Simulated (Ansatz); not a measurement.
System: BaTiO₃, space group Pm-3m (No. 221) (cell built by us, not taken from a database).

Input file:
```
crystal:
  lattice:
    - [4.0340374856, 0.0, 0.0]
    - [0.0, 4.0340374856, 0.0]
    - [0.0, 0.0, 4.0340374856]
  atoms:
    - { symbol: Ba, position: [0.0, 0.0, 0.0] }
    - { symbol: Ti, position: [0.5, 0.5, 0.5] }
    - { symbol: O, position: [0.5, 0.5, 0.0] }
    - { symbol: O, position: [0.5, 0.0, 0.5] }
    - { symbol: O, position: [0.0, 0.5, 0.5] }
kpoints:
  mp_grid: { grid: [6, 6, 6] }
hamiltonian:
  xc: r2scan
scf:
  occupations: { method: fixed }
dielectric: {}
```

Command:
```bash

```

Method: Born effective charges by linear response at the zone centre, in units of the proton charge, Cartesian axes of the given cell; DFT, r2SCAN, plane waves, PAW (Ansatz 0.2.0). Level: r2SCAN, no spin polarisation.

- periodic directions: 3
- potentials: PAW
- wave cutoff: 500 eV
- k mesh: 6×6×6

What does the calculation give for the mean Born effective charge of each atom? The cases: Ba; Ti; O 1; O 2; O 3.

The largest in size is that of Ti, 7.24 e, and the charges add up to 0.00 e. O 1, O 2 and O 3 are equally anisotropic; for O 1: its diagonal components run from −5.75 to −2.10 e.

```csv
atom,mean Born effective charge (e),Born charge xx (e),Born charge zz (e)
Ba,2.7,2.717,2.717
Ti,7.2,7.240,7.240
O 1,-3.3,-2.102,-5.753
O 2,-3.3,-2.102,-2.102
O 3,-3.3,-5.753,-2.102
```

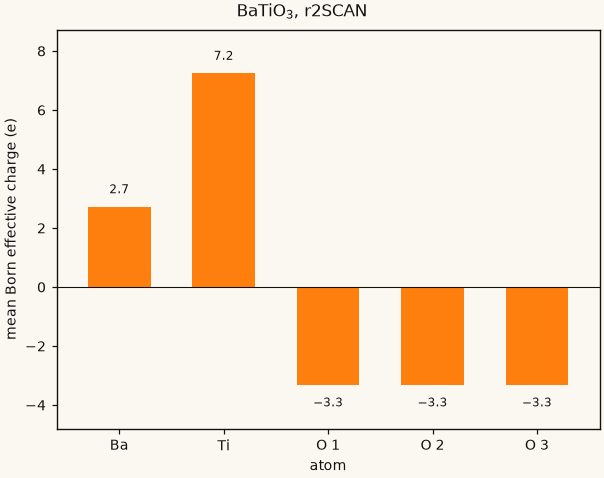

Limits of the calculation: empty bands loosely converged; reference bands not vouched for.
